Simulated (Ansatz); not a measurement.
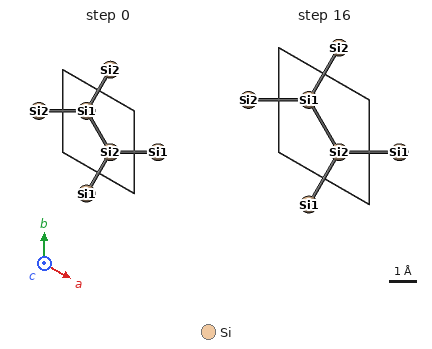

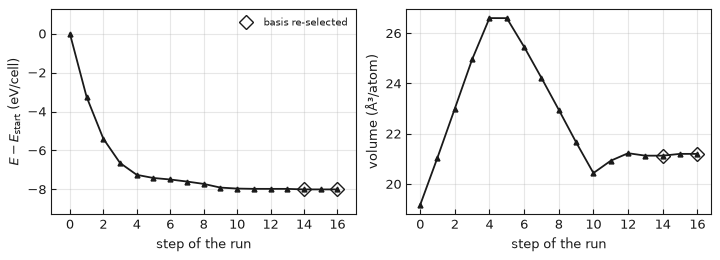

First and last geometry of a relaxation of a crystal of Si (a generated structure, set up in P6/mmm) (coarse preliminary run), with the history of the run. Style: ball-and-stick. Shown: the cell of the calculation, along the c axis.

Case: C → Si on all its sites, cell and atoms relaxed.

Computed with DFT PBE+D3(BJ), scalar-relativistic, plane waves, PAW in Ansatz 0.2.0.

The input:
```yaml
crystal:
  lattice:
    - [3.1271219216, 0.0, 0.0]
    - [-1.5635609608, 2.7081670249, 0.0]
    - [0.0, 0.0, 4.526151259]
  atoms:
    - { symbol: Si, position: [0.3333333333, 0.6666666667, 0.0] }
    - { symbol: Si, position: [0.6666666667, 0.3333333333, 0.0] }
basis:
  ecutwfc: 420
kpoints:
  mp_grid: { grid: [6, 6, 4] }
hamiltonian:
  xc: pbe
  dispersion: d3bj
scf:
  occupations: { method: gaussian, width: 0.1 }
output:
  forces: true
  stress: true
  eigenvalues: true
relax:
  adjacent_minimum: "off"
  f_tol: 0.05
  max_steps: 60
  cell: { stress_tol: 0.5 }
```

Run as
```bash
ansatz run input.yaml --threads 1 --pin off --max-ram 2560MiB --backend cpu --events-out ev --progress --plain --runs-dir out
```

Question: Did the run converge, and what did it change?

Answer: It converged. The atoms keep their places relative to the cell (all moves are under 0.005 Å). Cell: a = b 3.127 → 3.959 Å (+26.6 %), c 4.526 → 3.123 Å (−31.0 %). Volume +10.6 %. Among the contacts that change: Si1–Si2 1.805 → 2.286 Å. The space group stays P6/mmm (No. 191). After 14 accepted moves (16 points after the start) the energy has fallen by 8.002 eV per cell of the calculation. All forces vanish by symmetry, so only the cell relaxes. The pressure goes from 109.97 to 0.01 GPa. At 2 points the geometry stayed and the basis and grid were re-selected for the new cell (energy shift of 27.3 meV per cell of the calculation at most each time). Cost: 9.6 s on 1 thread of Arm Neoverse V2 (shared host), peak memory 0.27 GiB.

| step | E − E(0), meV/atom | pressure, GPa | volume, Å³/atom | note |
| --- | --- | --- | --- | --- |
| 0 | 0.00 | 109.97 | 19.165 |  |
| 1 | -1625.52 | 72.00 | 21.050 |  |
| 2 | -2698.36 | 42.33 | 22.999 |  |
| 3 | -3322.59 | 21.51 | 24.957 |  |
| 4 | -3627.06 | 7.90 | 26.601 |  |
| 5 | -3707.84 | 1.48 | 26.599 |  |
| 6 | -3746.30 | -0.25 | 25.458 |  |
| 7 | -3798.94 | -1.26 | 24.223 |  |
| 8 | -3859.43 | -1.62 | 22.953 |  |
| 9 | -3954.19 | -0.87 | 21.661 |  |
| 10 | -3979.44 | 2.82 | 20.436 |  |
| 11 | -3986.81 | 1.08 | 20.927 |  |
| 12 | -3987.32 | -0.47 | 21.225 |  |
| 13 | -3987.46 | 0.02 | 21.128 |  |
| 14 | -4001.09 | 0.40 | 21.128 | same geometry, new basis |
| 15 | -4001.21 | 0.01 | 21.199 |  |
| 16 | -4001.22 | 0.01 | 21.199 | same geometry, new basis |
